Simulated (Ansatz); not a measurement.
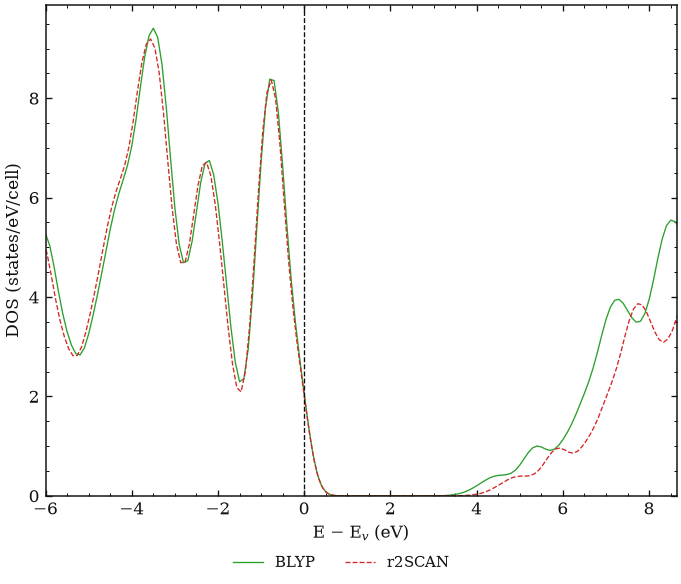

Total densities of states of Al$_{2}$O$_{3}$, space group Pnnm (No. 58), 10 atoms in the cell (a = 4.61 Å, b = 9.56 Å, c = 3.12 Å, α = 90.00°, β = 90.00°, γ = 90.00°), by two methods on the same cell. The DOS curves are built from the levels of the k mesh with Gaussians 0.55 eV wide, which also blur the band edges; ripples of that width can come from the mesh. Each is counted from its own valence-band top.

Q: What changes from one method to the other?

A: BLYP gives a gap of 3.64 eV and r2SCAN gives a gap of 4.12 eV.

Settings. BLYP: Ansatz PAW, no spin polarisation, no spin-orbit coupling, 6×3×9 k mesh, 420 eV cutoff, Fermi-Dirac smearing of 0.05 eV (Ansatz 0.2.0). r2SCAN: Ansatz PAW, no spin polarisation, no spin-orbit coupling, 6×3×9 k mesh, 500 eV cutoff, Fermi-Dirac smearing of 0.05 eV (Ansatz).

Gaps are the smallest over all k points computed. The cell is at 1 GPa in BLYP and −4 GPa in r2SCAN. The PAW data sets were made with another functional. LDA, GGA and most meta-GGA functionals understate gaps. The usual form of Al2O3 is corundum.
